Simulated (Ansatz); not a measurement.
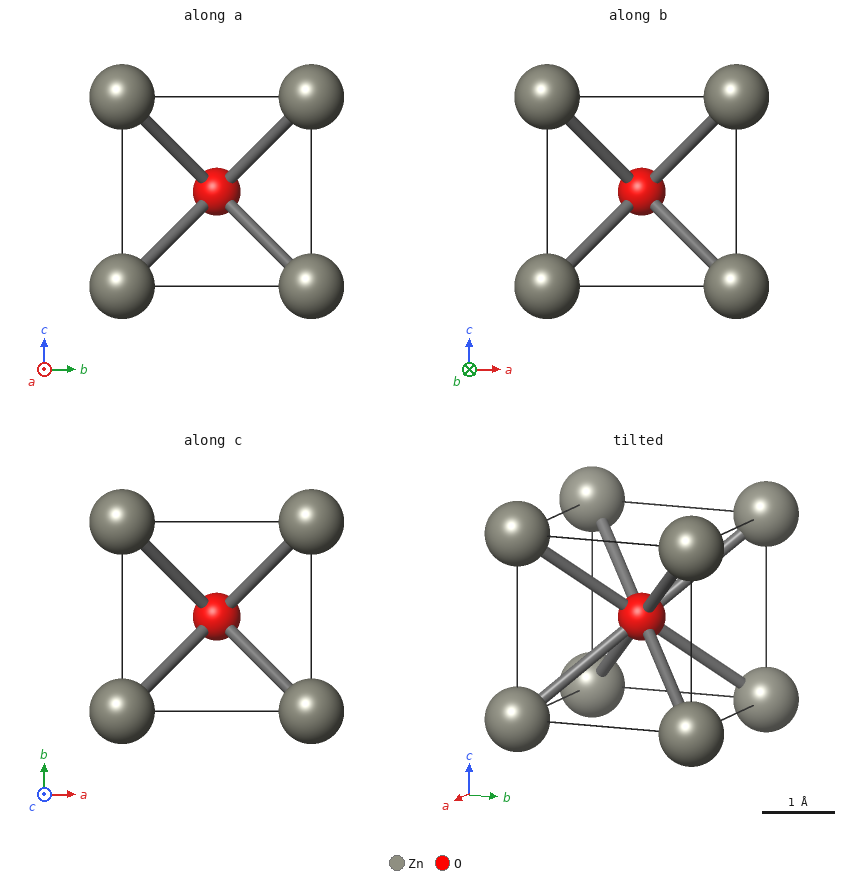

The image is a ball-and-stick drawing of a crystal, viewed along the a axis, along the b axis, along the c axis and slightly off an axis. The wireframe shows the conventional unit cell.

Lattice parameters: a = 2.637 Å, b = 2.637 Å, c = 2.637 Å, α = 90.00°, β = 90.00°, γ = 90.00°. Put a along x and b in the xy plane.

Q: Transcribe the picture into a POSCAR file.

A:
```
Zn O
1.0
     2.637    0.000    0.000
     0.000    2.637    0.000
     0.000    0.000    2.637
Zn O
1 1
Direct
  0.0000 0.0000 0.0000
  0.5000 0.5000 0.5000
```

Starting structure: a structure type filled with these elements by a generator (whether the compound takes this form wasn't checked). Earlier steps of the study, as a rule a relaxation of our own, may have changed the cell and positions, so they can lie some per cent off the listed ones. An electronic-structure calculation with Ansatz was run on it.
